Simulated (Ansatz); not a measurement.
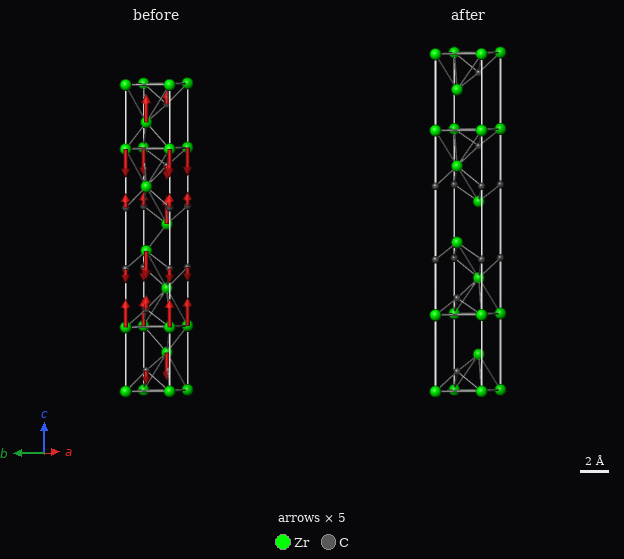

The structure of crystalline Zr₃C₂ (built on the tetradymite_166 type) (coarse preliminary run) before (left) and after (right) a relaxation, at one scale. The red arrows give the displacements (the part carried along by the change of the cell is left out), magnified 5 times.

Style: ball-and-stick. Shown: the conventional cell (3 times the calculation's cell), from a free direction. Lengths and directions refer to the drawn axes.

Case: anti-tetradymite type (R-3m, No. 166).

All numbers below come from Ansatz 0.2.0, DFT r2SCAN, scalar-relativistic, plane waves, PAW.

The input:
```yaml
crystal:
  lattice:
    - [1.5919324627, 0.9191026358, 7.3794144812]
    - [-1.5919324627, 0.9191026358, 7.3794144812]
    - [0.0, -1.8382052717, 7.3794144812]
  atoms:
    - { symbol: Zr, position: [0.0, 0.0, 0.0] }
    - { symbol: Zr, position: [0.2095, 0.2095, 0.2095] }
    - { symbol: Zr, position: [0.7905, 0.7905, 0.7905] }
    - { symbol: C, position: [0.4, 0.4, 0.4] }
    - { symbol: C, position: [0.6, 0.6, 0.6] }
basis:
  ecutwfc: 500
kpoints:
  mp_grid: { grid: [6, 6, 6] }
hamiltonian:
  xc: r2scan
scf:
  occupations: { method: gaussian, width: 0.1 }
  lower_state_search: "off"
output:
  forces: true
  stress: true
  eigenvalues: true
relax:
  adjacent_minimum: "off"
  f_tol: 0.04
  max_steps: 70
  cell: { stress_tol: 0.4 }
```

Launched with:
```bash
ansatz run input.yaml --threads 1 --pin off --max-ram 2560MiB --backend cpu --events-out ev --progress --plain --runs-dir out
```

### Describe what moved and what it gained.

The largest moves relative to the cell, 0.41 Å, are those of Zr2 and Zr3. Zr3 goes along −c. By element the largest moves are Zr 0.41 Å, C 0.21 Å. Cell: a = b 3.184 → 3.344 Å (+5.0 %), c 22.138 → 24.363 Å (+10.0 %). Volume +21.4 %. Near-neighbour distances that change, for instance: Zr2–Zr3 2.641 → 3.497 Å, Zr1–Zr1 3.184 → 3.344 Å, Zr1–Zr2 3.301 → 3.240 Å, Zr2–C5 2.232 → 2.268 Å. Bonds break: Zr2–Zr3 (2.64 → 3.50 Å). Bond angles that change, for instance: Zr3–C4–Zr3 91.0° → 95.0°, Zr1–C4–Zr3 91.9° → 88.1°, Zr1–C4–Zr1 85.0° → 88.7°. The space group stays R-3m (No. 166). The energy falls by 509 meV per atom in 5 accepted moves (6 points after the start). The largest force component goes from 5.1 to 0.0015 eV/Å. The pressure goes from 24.60 to 0.03 GPa. At 1 point the geometry stayed and the basis and grid were re-selected for the new cell (energy shift of 2.0 meV per atom at most each time). Cost: 61 s on 1 thread of Arm Neoverse V2, with other jobs on the host, peak memory 0.56 GiB.
